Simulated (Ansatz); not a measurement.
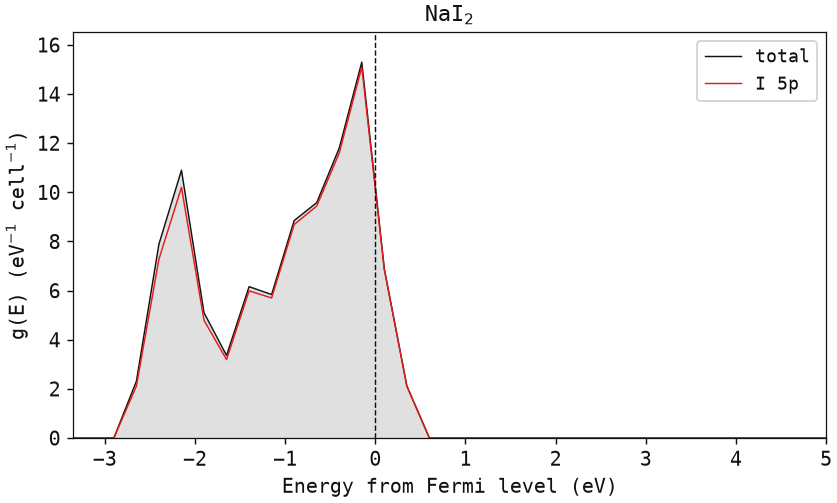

Density of states of NaI2, space group P6_3mc, 6 atoms in the cell. Method: DFT with r2SCAN, PAW plane waves, no spin polarisation, 9×9×3 k mesh, Gaussian smearing of 0.022 eV (Ansatz). Energies are counted from the Fermi level. The partial curves are projected on Löwdin-orthogonalised atomic shells.

It is a metal. The density of states at the Fermi level isn't well fixed here: it changes fast, and within 0.3 eV it runs from 3.1 to 15 per eV and cell. The tallest peak in the window is at −0.2 eV; by projected weight it is I 5p almost alone.

The structure was built from a prototype or by substitution, so it need not be a known phase. The atoms aren't at rest in this cell (largest force 0.7 eV/Å), so the relaxed material can differ. The run has no spin polarisation, and a density of states this high at the Fermi level may favour a magnetic state.
